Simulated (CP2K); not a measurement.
**TiAl: 6 runs along one coordinate**

System: TiAl (P4/mmm, 2 atoms in the cell).
Method: Kohn-Sham DFT of a periodic cell, PBE, GTH-PBE with UZH-TZVP basis, no spin polarisation (CP2K 2026.2).

The 6 runs differ only in the geometry, by an even scaling of the cell at fixed fractional positions. The structure derives from an entry of the Crystallography Open Database.

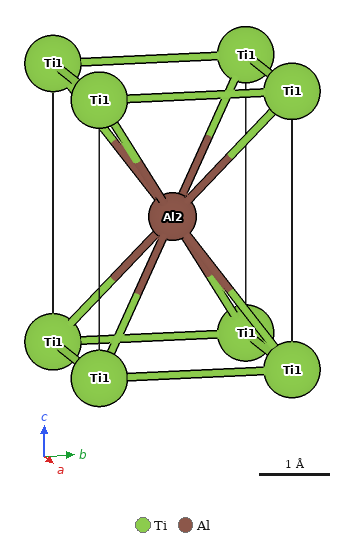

Figure 1. The structure of run 4 (ball-and-stick view of the cell of the calculation, seen slightly off an axis; atoms are numbered from 1 in the order of the input).

## Input of run 4
```
&GLOBAL
  PROJECT tial_eos
  RUN_TYPE ENERGY_FORCE
  PRINT_LEVEL LOW
&END GLOBAL
&FORCE_EVAL
  METHOD QS
  STRESS_TENSOR ANALYTICAL
  &DFT
    BASIS_SET_FILE_NAME BASIS_MOLOPT_UZH
    POTENTIAL_FILE_NAME POTENTIAL_UZH
    WFN_RESTART_FILE_NAME previous-RESTART.kp
    &MGRID
      CUTOFF 450
      REL_CUTOFF 60
      NGRIDS 4
    &END MGRID
    &QS
      METHOD GPW
      EPS_DEFAULT 1.0E-10
    &END QS
    &KPOINTS
      SCHEME MONKHORST-PACK 9 9 7
      GAMMA_CENTERED T
      SYMMETRY T
      SYMMETRY_BACKEND SPGLIB
    &END KPOINTS
    &SCF
      SCF_GUESS RESTART
      EPS_SCF 1.0E-6
      MAX_SCF 100
      ADDED_MOS 13
      CHOLESKY OFF
      EPS_EIGVAL 1.0E-7
      &DIAGONALIZATION ON
        ALGORITHM STANDARD
      &END DIAGONALIZATION
      &MIXING ON
        METHOD BROYDEN_MIXING
        ALPHA 0.4
        BETA 1.5
        NBUFFER 8
      &END MIXING
      &SMEAR ON
        METHOD FERMI_DIRAC
        ELECTRONIC_TEMPERATURE [K] 580.226
      &END SMEAR
    &END SCF
    &XC
      &XC_FUNCTIONAL
        &GGA_X_PBE
        &END GGA_X_PBE
        &GGA_C_PBE
        &END GGA_C_PBE
      &END XC_FUNCTIONAL
    &END XC
    &PRINT
      &KPOINTS ON
      &END KPOINTS
      &MULLIKEN ON
      &END MULLIKEN
      &MO ON
        ENERGIES T
        OCCUPATION_NUMBERS T
        &EACH
          QS_SCF 0
        &END EACH
        ADD_LAST NUMERIC
      &END MO
    &END PRINT
  &END DFT
  &SUBSYS
    &CELL
      ABC 2.8560906138 2.8560906138 4.0859822404
      ALPHA_BETA_GAMMA 90.0000000000 90.0000000000 90.0000000000
      PERIODIC XYZ
    &END CELL
    &COORD
      Ti  0.0000000000 0.0000000000 0.0000000000
      Al  1.4280453069 1.4280453069 2.0429911202
    &END COORD
    &KIND Ti
      BASIS_SET TZVP-MOLOPT-PBE-GTH-q12
      POTENTIAL GTH-PBE-q12
    &END KIND
    &KIND Al
      BASIS_SET TZVP-MOLOPT-PBE-GTH-q3
      POTENTIAL GTH-PBE-q3
    &END KIND
    &PRINT
      &ATOMIC_COORDINATES ON
      &END ATOMIC_COORDINATES
      &CELL ON
      &END CELL
      &SYMMETRY ON
      &END SYMMETRY
    &END PRINT
  &END SUBSYS
  &PRINT
    &FORCES ON
    &END FORCES
    &STRESS_TENSOR ON
    &END STRESS_TENSOR
  &END PRINT
&END FORCE_EVAL
```

Command:
```bash
OMP_NUM_THREADS=1 cp2k.psmp -i tial_eos.inp -o tial_eos.out
```

Lattice vectors (Å) and fractional positions of run 4:
```
   2.856091    0.000000    0.000000
   0.000000    2.856091    0.000000
   0.000000    0.000000    4.085982
Ti  0.000000  0.000000  0.000000
Al  0.500000  0.500000  0.500000
```

Run 3 differs from it as follows:
```diff
-      ABC 2.8560906138 2.8560906138 4.0859822404
+      ABC 2.8182571443 2.8182571443 4.0318568973
-      Al  1.4280453069 1.4280453069 2.0429911202
+      Al  1.4091285721 1.4091285721 2.0159284486
```

## Results, with one run withheld

| run | volume per atom (Å³) | free energy per atom, from the lowest run given (meV) | pressure (GPa) |
| --- | --- | --- | --- |
| 1 | 15.358 | 15.11 | 7.15 |
| 2 | 15.685 | 3.46 | 4.31 |
| 3 | 16.012 | ? | ? |
| 4 | 16.665 | 0.00 | −2.69 |
| 5 | 16.992 | 7.47 | −4.60 |
| 6 | 17.319 | 18.64 | −6.33 |

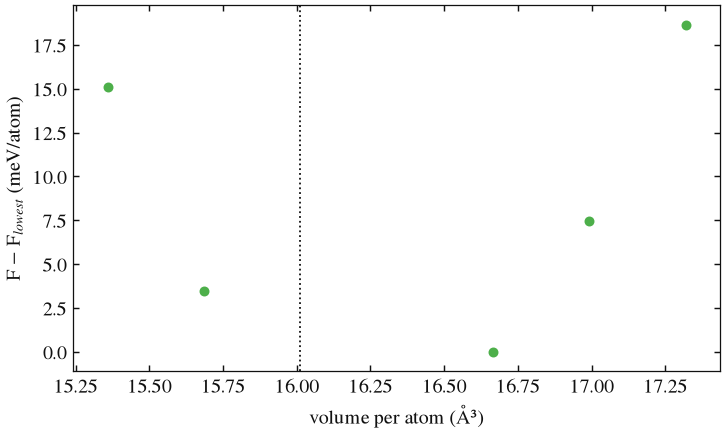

Figure 2. Free energy per atom of the runs given; the dotted line marks run 3.

Estimate the energy of run 3 from the others.

A cubic polynomial in V^(−2/3) (the Birch–Murnaghan form), fitted to the 5 runs given, misses them by at most 0.03 meV per atom. With x = V^(−2/3) − 0.15508 Å⁻², it reads F = −3.3512 − 888.55 x + 5.2778e+05 x² + 9.2994e+05 x³ (meV per atom). At run 3 it gives −2.54 meV per atom, and the run itself gives −2.67. The slope of the fit gives a pressure −dF/dV of 1.67 GPa there, and the run prints 1.74 GPa. The two needn't agree exactly: the fit is approximate, and the printed stress is taken on a finite basis. The fit has its minimum at 16.242 Å³ per atom, where V d²F/dV² gives 113 GPa. Cell shape and fractional positions are held, so this is the stiffness under even scaling; the relaxed bulk modulus wasn't computed.

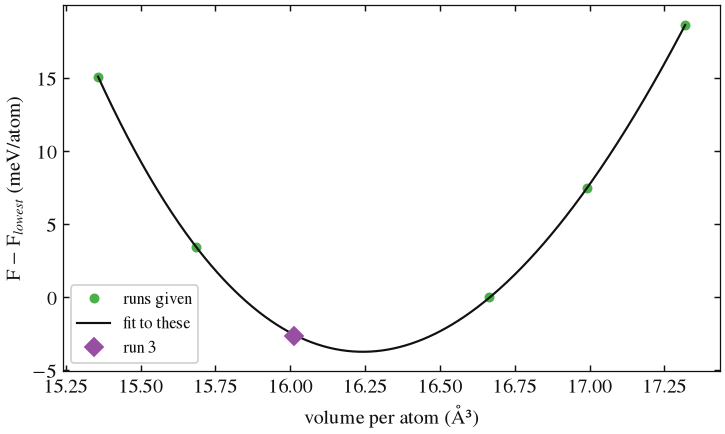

Figure 3. The fit and the withheld run.

## Some lines of the output (run 3)
```
[...]
 CELL| Volume [angstrom^3]:                                            32.023319
 CELL_REF| Volume [angstrom^3]:                                        32.023319
                        Smear method:                                FERMI_DIRAC
  Step     Update method      Time    Convergence         Total energy    Change
  Fermi energy:                                                 0.34338379058740
  Total energy:                                               -60.16811618444548
  Total energy (extrapolated to T->0):                        -60.16780361879601
 MO| E(Fermi):            0.343384 a.u.          9.343948 eV
```
